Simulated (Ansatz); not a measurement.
# Calculations on Rb

### Relaxation

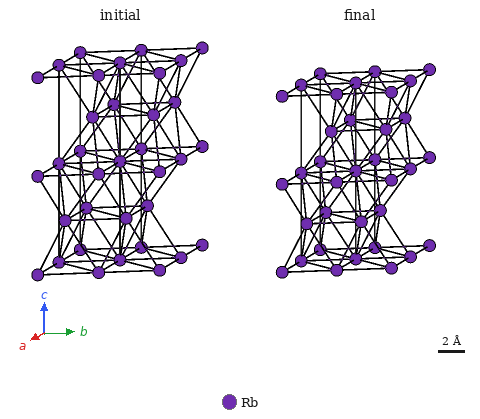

The structure of crystalline Rb (set up in P6_3/mmc) before (left) and after (right) a relaxation, at one scale.

The picture is a ball-and-stick view of the cell of the calculation, repeated 2 × 2 × 1 with one cell outlined, seen slightly off an axis.

Case: relaxed at 2 GPa.

Computed with DFT PBEsol, scalar-relativistic, plane waves, PAW in Ansatz.

Input
```yaml
crystal:
  lattice:
    - [4.9376890017, 0.0, 0.0]
    - [-2.4688445008, 4.2761641114, 0.0]
    - [0.0, 0.0, 16.0982784023]
  atoms:
    - { symbol: Rb, position: [0.0, 0.0, 0.0] }
    - { symbol: Rb, position: [0.3333333333, 0.6666666667, 0.75] }
    - { symbol: Rb, position: [0.0, 0.0, 0.5] }
    - { symbol: Rb, position: [0.6666666667, 0.3333333333, 0.25] }
basis:
  ecutwfc: 420
kpoints:
  mp_grid: { grid: [12, 12, 4] }
hamiltonian:
  xc: pbesol
scf:
  occupations: { method: gaussian, width: 0.1 }
output:
  forces: true
  stress: true
  eigenvalues: true
relax:
  adjacent_minimum: "off"
  f_tol: 0.008
  max_steps: 50
  cell: { stress_tol: 0.08, p_target: 2.0 }
```

Run as
```bash
ansatz run input.yaml --threads 1 --pin off --max-ram 2560MiB --backend cpu --events-out ev --progress --plain --runs-dir out
```

Describe what moved and what it gained.

Answer. The energy rises by 120 meV per atom in 4 accepted moves (5 points after the start). With the target pressure of 2 GPa, the enthalpy E + pV changes by −181 meV per atom. All forces vanish by symmetry, so only the cell relaxes. Pressure: 0.06 GPa at the start and 1.97 GPa at the end. At 1 point the geometry stayed and the basis and grid were re-selected for the new cell (energy shift of less than 0.05 meV per atom at most each time). No atom moves by more than 0.005 Å relative to the cell. The volume changes by −28.4 %, with a = b 4.938 → 4.423 Å (−10.4 %), c 16.098 → 14.370 Å (−10.7 %). Some distances before and after: Rb1–Rb2 4.932 → 4.407 Å, Rb1–Rb1 4.938 → 4.423 Å. The space group stays P6_3/mmc (No. 194).

### Relaxation

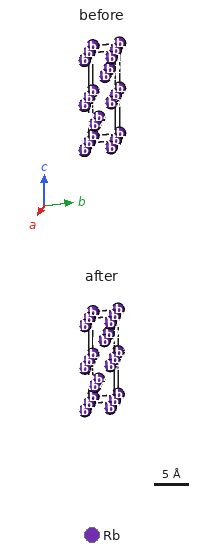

The structure of crystalline Rb (set up in P6_3/mmc) before (top) and after (bottom) a relaxation, at one scale.

Style: spheres-only. Shown: the cell of the calculation, repeated 2 × 1 × 1 with one cell outlined, from a free direction.

Case: relaxed at 5 GPa.

The calculation used DFT PBEsol, scalar-relativistic, plane waves, PAW (Ansatz 0.2.0).

The input:
```yaml
crystal:
  lattice:
    - [4.3063337564, 0.0, 0.0]
    - [-2.1531668782, 3.7293944302, 0.0]
    - [0.0, 0.0, 13.9916471275]
  atoms:
    - { symbol: Rb, position: [0.0, 0.0, 0.0] }
    - { symbol: Rb, position: [0.3333333333, 0.6666666667, 0.75] }
    - { symbol: Rb, position: [0.0, 0.0, 0.5] }
    - { symbol: Rb, position: [0.6666666667, 0.3333333333, 0.25] }
basis:
  ecutwfc: 420
kpoints:
  mp_grid: { grid: [12, 12, 4] }
hamiltonian:
  xc: pbesol
scf:
  occupations: { method: gaussian, width: 0.1 }
output:
  forces: true
  stress: true
  eigenvalues: true
relax:
  adjacent_minimum: "off"
  f_tol: 0.008
  max_steps: 50
  cell: { stress_tol: 0.08, p_target: 5.0 }
```

Command:
```bash
ansatz run input.yaml --threads 1 --pin off --max-ram 2560MiB --backend cpu --events-out ev --progress --plain --runs-dir out
```

Question: Summarise the run.

Answer: The atoms keep their places relative to the cell (all moves are under 0.005 Å). The volume changes by −15.4 %, with a = b 4.306 → 4.073 Å (−5.4 %), c 13.992 → 13.223 Å (−5.5 %). Near-neighbour distances that change, for instance: Rb1–Rb2 4.291 → 4.057 Å, Rb1–Rb1 4.306 → 4.073 Å. The space group stays P6_3/mmc (No. 194). After 3 accepted moves (4 points after the start) the energy has risen by 0.824 eV per cell of the calculation. With the target pressure of 5 GPa, the enthalpy E + pV changes by −0.260 eV per cell of the calculation. All forces vanish by symmetry, so only the cell relaxes. Pressure: 2.78 GPa at the start and 5.00 GPa at the end. The SCF was repeated once at an unchanged geometry on a basis and grid sized afresh for the cell, which shifted the energy by 0.2 meV per cell of the calculation at most. The run took 31 s on 1 thread of Intel(R) Xeon(R) 6975P-C (Granite Rapids) (shared host), peak memory 0.56 GiB.

### A change

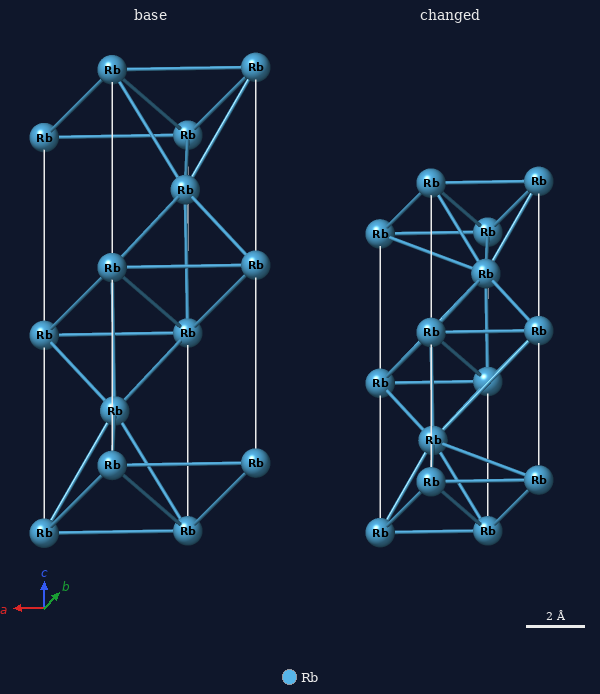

Left: crystalline Rb (set up in P6_3/mmc). Right: the same structure after one change, at the same scale. A ball-and-stick model of the cell of the calculation, seen from a free direction.

Method: Ansatz 0.2.0, DFT PBEsol, scalar-relativistic, plane waves, PAW. Settings: plane-wave cutoff 420 eV; k-point mesh 12 × 12 × 4; occupations gaussian; smearing width 0.1 eV; no spin polarisation.

The crystal is put under a hydrostatic pressure of 10 GPa. Cell and atoms are relaxed at that pressure.

Q: And its effect?

A: It costs 876 meV per atom. Pressure: 0.0 GPa before, 10.0 GPa after. The volume changes by −57.6 %, with a = b 4.969 → 3.726 Å (−25.0 %), c 16.202 → 12.230 Å (−24.5 %). The atoms keep their places relative to the cell (all moves are under 0.005 Å). Among the bonded contacts that change: Rb–Rb 7.024 → 5.278 Å, Rb–Rb 4.967 → 3.726 to 3.738 Å. The space group stays P6_3/mmc (No. 194).
